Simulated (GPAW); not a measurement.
# AgCl (Chlorargyrite): optical spectrum from first principles

Aim: the dielectric function of AgCl (Chlorargyrite), and the optical constants that follow from it. The cell comes from an older database entry, whose edges can differ from later determinations, mostly by under a per cent.

Method: DFT, PBE, plane-wave PAW (GPAW data sets), scalar-relativistic, RPA, optical limit, in GPAW 26.7.0.

The database entry behind the starting cell differs from later determinations by our own check (an axis about 1.4 % short against later determinations), so it need not match the best structure at ambient conditions.

**1. Set-up**

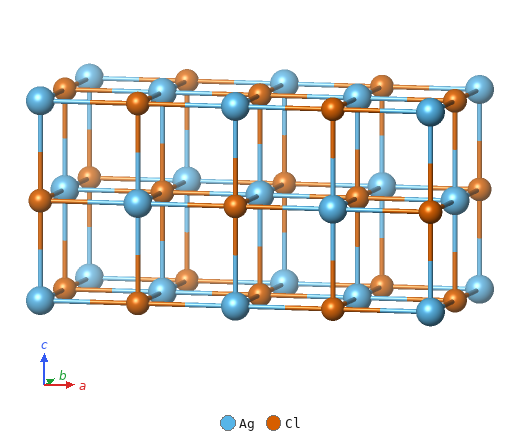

The cell as given, slightly off an axis (silver blue, chlorine orange). 2×1×1 cells are drawn. This picture shows the conventional cell, with its axes. Some periodic images of atoms are drawn too.

Coordinates:

```cif
data_structure
_symmetry_space_group_name_H-M 'P 1'
_symmetry_Int_Tables_number 1
_cell_length_a 3.8679
_cell_length_b 3.8679
_cell_length_c 3.8679
_cell_angle_alpha 60.000
_cell_angle_beta 60.000
_cell_angle_gamma 60.000
_cell_volume 40.92
loop_
_atom_site_label
_atom_site_type_symbol
_atom_site_fract_x
_atom_site_fract_y
_atom_site_fract_z
_atom_site_occupancy
Ag1 Ag 0.00000 0.00000 0.00000 1
Cl2 Cl 0.50000 0.50000 0.50000 1
```

**2. Bands for the response**

At the fixed density, many empty bands are solved on the mesh of the response, since the spectrum sums over them.

This step: DFT, PBE, plane-wave PAW (GPAW data sets), scalar-relativistic, bands at fixed density (GPAW 26.7.0).

nscf.py

```python
from ase.dft.bandgap import bandgap
from gpaw import GPAW, FermiDirac

calc = GPAW('gs.gpw').fixed_density(kpts={'size': (11, 11, 11), 'gamma': True}, nbands=50, convergence={'bands': 44},
                                    occupations=FermiDirac(0.001), txt='nscf.txt')
print('gap (eV)', bandgap(calc, output=None)[0])
print('direct gap (eV)', bandgap(calc, direct=True, output=None)[0])
print('top band over the Fermi level (eV)', min(calc.get_eigenvalues(kpt=k)[43] for k in range(len(calc.get_ibz_k_points()))) - calc.get_fermi_level())
calc.write('full.gpw', mode='all')
```

Launch:

```bash
$ OMP_NUM_THREADS=1 python nscf.py
```

Numbers of over 12 decimals in the logs are rounded to 6 here.

Output:

```text
Diagonalizing LCAO Hamiltonian
Converting LCAO to pw mode
convergence criteria:
- Maximum integral of absolute [eigenst]ate change: 4e-08 eV^2 / valence electron
maximum number of iterations: 150

SCF iterations
|iter     |      energy | eigst |  dens |
|iter:   1||             | +3.64 |       |
|iter:   2||             | +2.30 |       |
|iter:   3||             | +1.22 |       |
|iter:   4||             | -0.16 |       |
|iter:   5||             | -1.25 |       |
|iter:   6||             | -2.39 |       |
|iter:   7||             | -3.33 |       |
|iter:   8||             | -4.45 |       |
|iter:   9||             | -5.35 |       |
|iter:  10||             | -6.37 |       |
|iter:  11||             | -7.06 |       |
|iter:  12||             | -7.77c|       |
SCF steps: 12
  __  _  _
 | _ |_)|_||  |
 |__||  | ||/\| - 26.7.0

Versions:
  Python: 3.12.14
  ASE:    3.29.0
  Numpy:  2.5.5
  Scipy:  1.18.1
  Libxc:  7.0.0

Input parameters:
  mode=PW(ecut=500.0),
  convergence={'bands': 44},
  gpts=array([20, 20, 20]),
  kpts=MonkhorstPack(size=(11, 11, 11), gamma=True),
  maxiter=150,
  nbands=50,
  occupations=Occupations(name='fermi-dirac', width=0.001, fixmagmom=False),
  parallel={},
  xc=XC(name='PBE')

--- standard output ---
gap (eV) 0.916154
direct gap (eV) 3.224438
top band over the Fermi level (eV) 41.756950
```

It took 42 s on 1 thread of Arm Neoverse V2, shared host; peak memory 0.2 GiB.

Read-outs, printed or worked out from the files:

- gap on the k-mesh: 0.9162 eV
- direct gap on the mesh: 3.224 eV

**3. Dielectric function, RPA**

Transitions between filled and empty bands, summed over the zone, give the optical response, so mesh, band count and broadening shape it.

The induced potential is part of this response.

This step: DFT, PBE, plane-wave PAW (GPAW data sets), scalar-relativistic, RPA, optical limit (GPAW 26.7.0).

df.py

```python
from gpaw.response.df import DielectricFunction

df = DielectricFunction('full.gpw', frequencies={'type': 'nonlinear', 'domega0': 0.03, 'omega2': 8},
                        ecut=50,
                        eta=0.15,
                        nbands=44,
                        txt='df.txt')
for direction in ['x']:
    df.get_dielectric_function(xc='RPA', direction=direction, filename=f'df_{direction}.csv')
```

Launch:

```bash
$ OMP_NUM_THREADS=1 python df.py
```

Output:

```text
Using integrator: PointIntegrator
NonLinearFrequencyDescriptor(from 0.000 to 99.342 eV, 540 points)
Nonperiodic BCs:  [False False False]
Using integrator: PointIntegrator
NonLinearFrequencyDescriptor(from 0.000 to 99.342 eV, 540 points)
Nonperiodic BCs:  [False False False]

Calculating chi0 body with:
    Ground state adapter containing:
    Number of spins: 1
    Number of kpoints: 1331
    Number of irreducible kpoints: 56
    Number of completely occupied states: 12
    Number of partially occupied states: 12

    Linear response parametrization:
    q_c: [0.0, 0.0, 0.0]
    Number of frequency points: 540
    Planewave cutoff: 50.0
    Number of bands: 44
    Number of planewaves: 27
    Broadening (eta): 0.15

Integrating chi0 body.

Symmetries of q_c:
    Direct symmetries (Uq -> q): 48
    Indirect symmetries (TUq -> q): 0
In total 48 allowed symmetries.

56 groups of equivalent kpoints. 95.792637% reduction.

Integral kind: spectral function

Calculating chi0 optical extensions with:
    Ground state adapter containing:
    Number of spins: 1
    Number of kpoints: 1331
    Number of irreducible kpoints: 56
    Number of completely occupied states: 12
    Number of partially occupied states: 12

    Linear response parametrization:
    Number of frequency points: 540
    Planewave cutoff: 50.0
    Number of bands: 44
    Number of planewaves: 27
    Broadening (eta): 0.15
Integrating chi0 head and wings.

Symmetries of q_c:
    Direct symmetries (Uq -> q): 48
    Indirect symmetries (TUq -> q): 0
In total 48 allowed symmetries.

56 groups of equivalent kpoints. 95.792637% reduction.

Integral kind: spectral function wings
```

The job ended after 7.6 s (1 thread; peak memory 0.24 GiB).

This step gave:

- electronic dielectric constant ε∞, mean over x, y and z (by symmetry where fewer were run): 4.923
- main peak of Im epsilon, first axis: 4.742 eV

The Im ε, E ∥ x has structure finer than the step of the table below, so its rows give means over 0.5 eV, whole bins alone (the curve runs from 0 to 14.0 eV). Peaks (eV: height): 4.75: 7.65, 6.39: 4.53, 8.64: 4.42.

Values under the direct gap are tails of Lorentzian lines. Im ε, E ∥ x against photon energy; means over each step:

```
photon energy (eV)  Im ε, E ∥ x
               0.5       0.0191
               1.0       0.0414
               1.5       0.0719
               2.0        0.123
               2.5        0.240
               3.0        0.952
               3.5         2.56
               4.0         3.87
               4.5         5.99
               5.0         6.52
               5.5         4.78
               6.0         3.57
               6.5         3.85
               7.0         2.82
               7.5         3.12
               8.0         3.56
               8.5         4.25
               9.0         3.78
               9.5         3.08
              10.0         2.98
              10.5         2.95
              11.0         2.06
              11.5         1.81
              12.0         2.08
              12.5         2.12
              13.0         1.93
              13.5         1.63
```

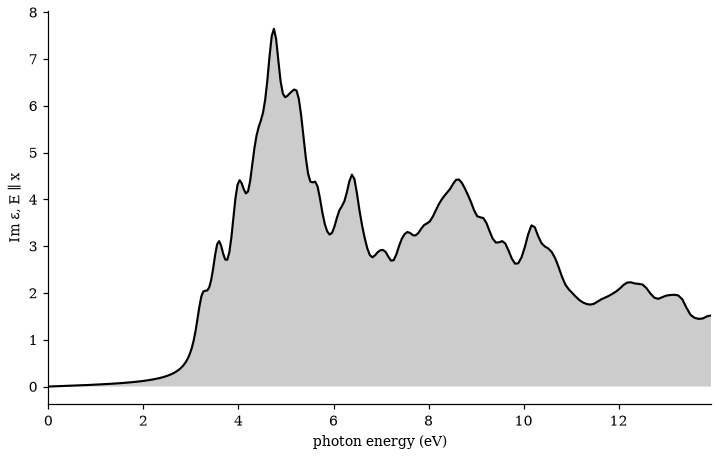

Im ε, E ∥ x, plotted against photon energy.

Table of Re ε, E ∥ x by photon energy:

```
photon energy (eV)  Re ε, E ∥ x
                 0         4.92
                 1         5.05
                 2         5.54
                 3         7.25
                 4         7.09
                 5         3.20
                 6         2.34
                 7         1.88
                 8         2.27
                 9        0.497
                10        0.892
                11       -0.190
                12        0.526
                13       0.0834
```

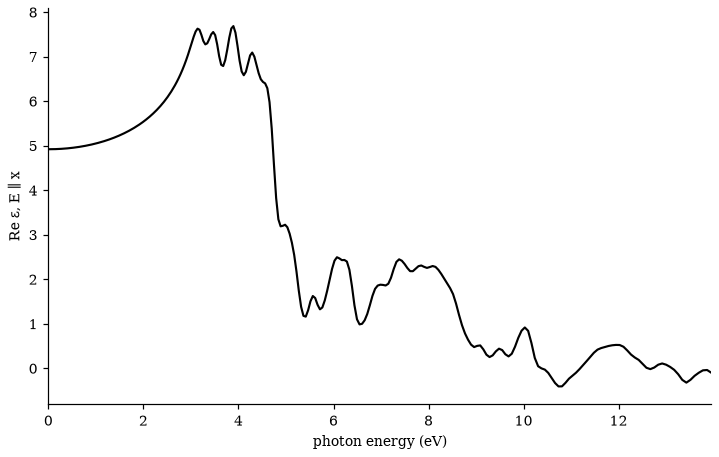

Re ε, E ∥ x, plotted against photon energy.

The loss function −Im 1/ε at q → 0, E ∥ x has structure finer than the step of the table below, so its rows give means over 1 eV, whole bins alone (the curve runs from 0 to 14.0 eV). Peaks (eV: height): 6.7: 0.289, 9.8: 0.368, 11.3: 0.562, 13.7: 0.688.

Values under the direct gap are tails of Lorentzian lines. The loss function −Im 1/ε at q → 0, E ∥ x by energy loss; means over each step:

```
energy loss (eV)  loss function −Im 1/ε at q → 0, E ∥ x
               1                                0.00163
               2                                0.00406
               3                                 0.0196
               4                                 0.0596
               5                                  0.128
               6                                  0.205
               7                                  0.243
               8                                  0.202
               9                                  0.261
              10                                  0.324
              11                                  0.470
              12                                  0.468
              13                                  0.520
```

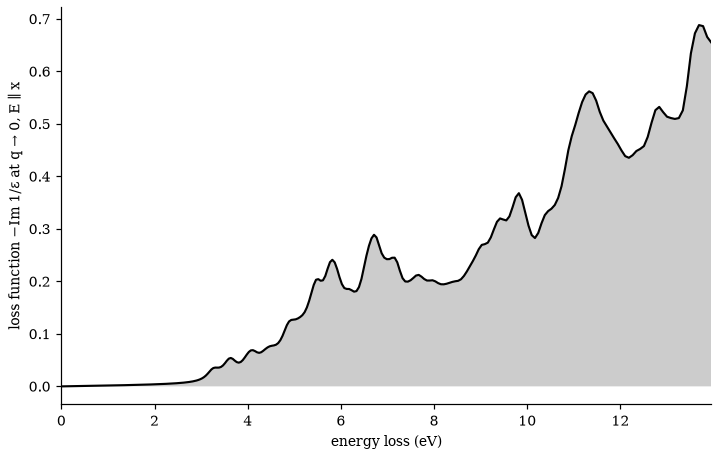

Loss function −Im 1/ε at q → 0, E ∥ x, plotted against energy loss.

The Im ε, E ∥ x has structure finer than the step of the table below, so its rows give means over 1 eV, whole bins alone (the curve runs from 0 to 14.0 eV). Peaks (eV: height): without local fields 4.7: 7.91, 6.4: 5.07, 8.6: 5.48, 10.2: 4.52; with local fields 4.7: 7.65, 6.4: 4.53, 8.6: 4.42.

Values under the direct gap are tails of Lorentzian lines. Table of Im ε, E ∥ x by photon energy; means over each step:

```
photon energy (eV)  without local fields  with local fields
                 1                0.0437             0.0424
                 2                 0.132              0.130
                 3                  1.08               1.10
                 4                  3.90               3.97
                 5                  6.50               6.27
                 6                  4.27               3.93
                 7                  3.41               3.00
                 8                  4.52               3.63
                 9                  4.70               3.78
                10                  3.89               3.02
                11                  2.80               2.17
                12                  2.96               2.05
                13                  2.04               1.92
```

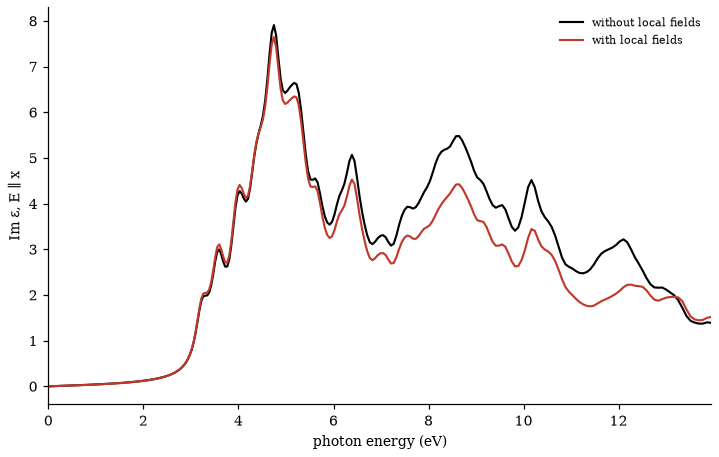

Im ε, E ∥ x against photon energy.

The refractive index n and extinction k by photon energy:

```
photon energy (eV)      n        k
                 0   2.22        0
                 1   2.25  0.00914
                 2   2.35   0.0256
                 3   2.70    0.143
                 4   2.78    0.785
                 5   2.26     1.37
                 6   1.80    0.938
                 7   1.64    0.891
                 8   1.80    0.978
                 9   1.45     1.27
                10   1.40     1.03
                11  0.960     1.05
                12   1.15    0.898
                13   1.01    0.965
```

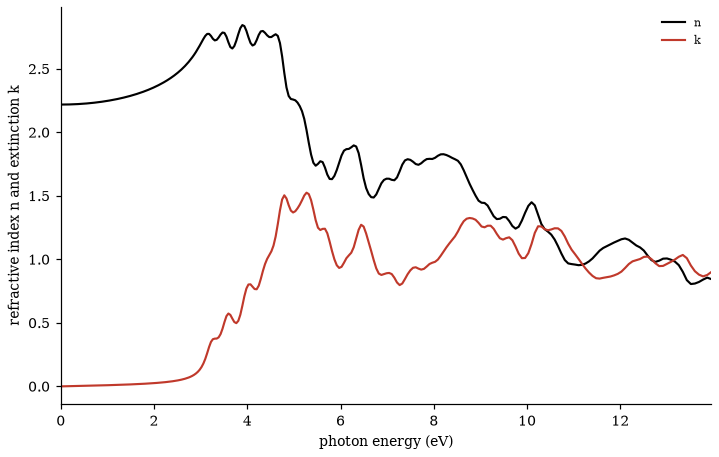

Refractive index n and extinction k, plotted against photon energy.

At chosen wavelengths:

```
wavelength (nm)     n      k  R (%)     1/α
           1550  2.24  0.007   14.6   17 µm
           1064  2.26  0.011   14.9  7.7 µm
            800  2.29  0.016   15.4  3.9 µm
            365  2.75  0.393   22.7   74 nm
            308  2.75  0.802   25.2   31 nm
            248  2.26  1.373   27.7   14 nm
            193  1.77  1.260   23.6   12 nm
```

Below the direct gap, k and the depth come from the tails of the Lorentzian lines, not from transitions.

Rows near the edge hang on the gap, which this functional as a rule makes too small, and phonon-assisted absorption is left out.

**4. What came out**

```
electronic dielectric constant ε∞, mean over x, y and z (by symmetry where fewer were run) (RPA) : 4.92
main peak of Im epsilon, first axis                                                              : 4.74 eV
```

**Reading.** At this level (PBE, RPA) AgCl has ε∞ = 4.92 and n = 2.24 at 1550 nm, and Im ε peaks at 4.7 eV. On the mesh the gap is 0.92 eV and the least direct gap 3.22 eV, so on this mesh the band edges lie at different points. Local fields change the static value along x from 5.28 to 4.92 (-7 %). Distinct maxima of Im ε, read by a parabola through the highest points, lie at 4.74 eV (7.6), 6.39 eV (4.5), 8.61 eV (4.4) and 10.19 eV (3.5). Excitons and phonon-assisted transitions are missing; PBE gaps are as a rule too small, which pulls the onset down and ε∞ up. The sum runs over mesh points, so small or evenly spaced maxima can still be ripples of the mesh. In this version of GPAW the matrix elements of the optical limit are incomplete, which can lower ε − 1 by up to a tenth where first-row anions or d states rule, and shift it by more in d metals.

[Machine, clock and banner lines and Python warnings are left out of the logs.]

[Logs are printed without paths, hosts, clocks, repeated set-up lines and the standing remarks that a program may print on its own settings, such as how far it seeks lower states.]

[Hosts, paths, dates, database ids (printed as entryN), source tags and the programs' standing remarks are cut or masked in the printed files.]
